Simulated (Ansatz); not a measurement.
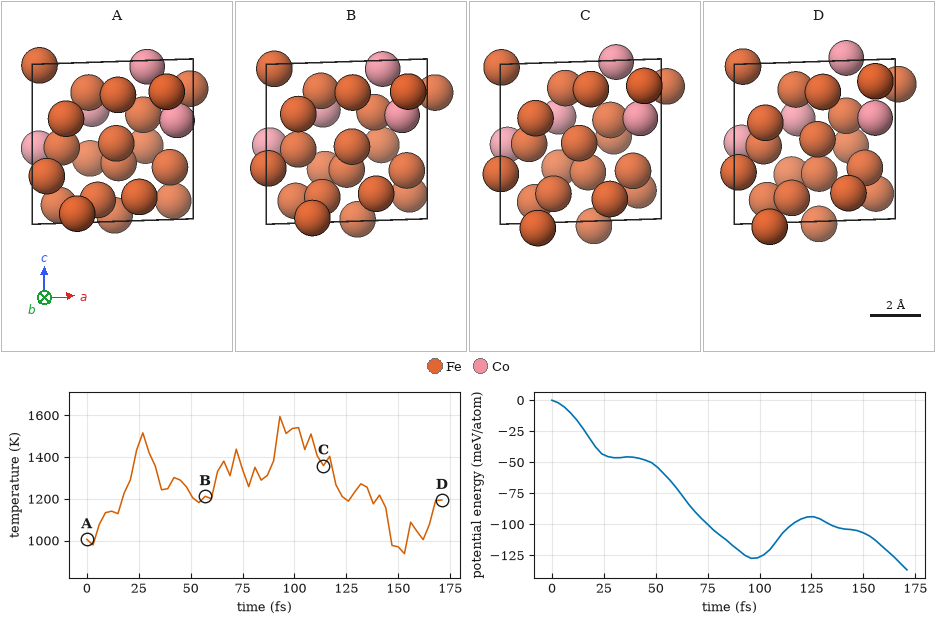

Molecular dynamics of an amorphous cell of composition Fe₅Co (24 atoms in the cell), 171 fs long. It starts from the last geometry of an earlier run, with fresh velocities. Frames (A at 0 fs, B at 57 fs, C at 114 fs, D at 171 fs) and the history of the run. Style: spheres-only. Shown: the simulation cell, along the b axis.

These are results of DFT PBE, scalar-relativistic, plane waves, PAW (Ansatz), not measurements. Run with plane-wave cutoff 420 eV; k-point mesh 1 × 1 × 1; Fermi-Dirac smearing 0.0905 eV; set temperature 1050 K; time step 3 fs.

Input
```yaml
crystal:
  lattice:
    - [6.585049, -0.208125, 0.114848]
    - [-0.208125, 6.463404, -0.078052]
    - [0.114848, -0.078052, 6.518422]
  atoms:
    - { symbol: Fe, position: [0.0917651489, 0.1716645942, 0.2976926012] }
    - { symbol: Fe, position: [0.8758988497, 0.8328312031, 0.11686342] }
    - { symbol: Fe, position: [0.5224235632, 0.3109269997, 0.4883392206] }
    - { symbol: Fe, position: [0.7022830377, 0.9810282463, 0.46772194] }
    - { symbol: Fe, position: [0.3506269329, 0.4858735573, 0.8118899059] }
    - { symbol: Fe, position: [0.5120700072, 0.7839069512, 0.0382526442] }
    - { symbol: Fe, position: [0.2799476991, 0.0004940227, 0.0567368514] }
    - { symbol: Fe, position: [0.4069281818, 0.3319090673, 0.1383725381] }
    - { symbol: Fe, position: [0.6656997165, 0.1406718569, 0.1480529768] }
    - { symbol: Fe, position: [0.8353955977, 0.02566972, 0.8002483564] }
    - { symbol: Fe, position: [0.5366802989, 0.6501253347, 0.3649397059] }
    - { symbol: Fe, position: [0.3601713511, 0.9668501966, 0.3996926726] }
    - { symbol: Fe, position: [0.1667362204, 0.6599005863, 0.1150438715] }
    - { symbol: Fe, position: [0.1841168682, 0.5059523778, 0.4753204942] }
    - { symbol: Fe, position: [0.5327545549, 0.1522827344, 0.7908004977] }
    - { symbol: Fe, position: [0.9806148763, 0.614644314, 0.8149237368] }
    - { symbol: Fe, position: [0.2106063135, 0.1201142862, 0.6528172896] }
    - { symbol: Fe, position: [0.6905618191, 0.6505558119, 0.6613393317] }
    - { symbol: Fe, position: [0.855350746, 0.5025471614, 0.3272628556] }
    - { symbol: Fe, position: [0.0459990439, 0.3015634467, 0.9921962882] }
    - { symbol: Co, position: [0.3717326679, 0.8381754048, 0.7077763272] }
    - { symbol: Co, position: [0.899473655, 0.3354997454, 0.6190018638] }
    - { symbol: Co, position: [0.0411097513, 0.8063244629, 0.4736528423] }
    - { symbol: Co, position: [0.7138374536, 0.4415020638, 0.9611461563] }
  symmetry: { detect: false }
basis:
  ecutwfc: 420
  xc_grid: 1
kpoints:
  mp_grid: { grid: [1, 1, 1], shift: [0.25, 0.25, 0.25] }
hamiltonian:
  xc: pbe
scf:
  occupations: { method: fermi_dirac, width: 0.0905 }
  lower_state_search: "off"
  convergence: { dr2_threshold: 1.0e-05 }
output:
  forces: true
  stress: true
md:
  timestep: 3.0
  n_steps: 57
  ensemble: nvt_langevin
  friction: 0.015
  temperature: 1050.0
  initial_velocities: maxwell_boltzmann
  seed: 20718
```

Command:
```bash
ansatz run input.yaml --threads 2 --pin off --max-ram 5120MiB --backend cpu --events-out ev --progress --plain --runs-dir out
```

What happens in this trajectory?

Answer. The mean temperature in the second half is 1257 K (standard deviation 183 K). The potential energy in the second half lies on average 112 meV per atom below the first frame. The mean pressure there is −15.6 GPa. Root-mean-square distances from the starting positions over the second half, with the common drift of all atoms taken out: Fe 0.41 Å, Co 0.33 Å. Against the typical shortest distance between atoms in the first frame, about 2.2 Å these are large excursions, but over 171 fs one can't yet tell strong vibration from the start of diffusion.

Limits of the set-up: the k-point mesh is coarse for a cell with partly filled bands; the periodic images lie only 6.5 Å apart, so the values are limited by the cell's size; an element that often carries a moment was run without spin polarisation.

The run took 7.5 min on 2 threads of Intel(R) Xeon(R) Processor @ 2.50GHz (Skylake/Cascade Lake) (shared host), peak memory 0.73 GiB.
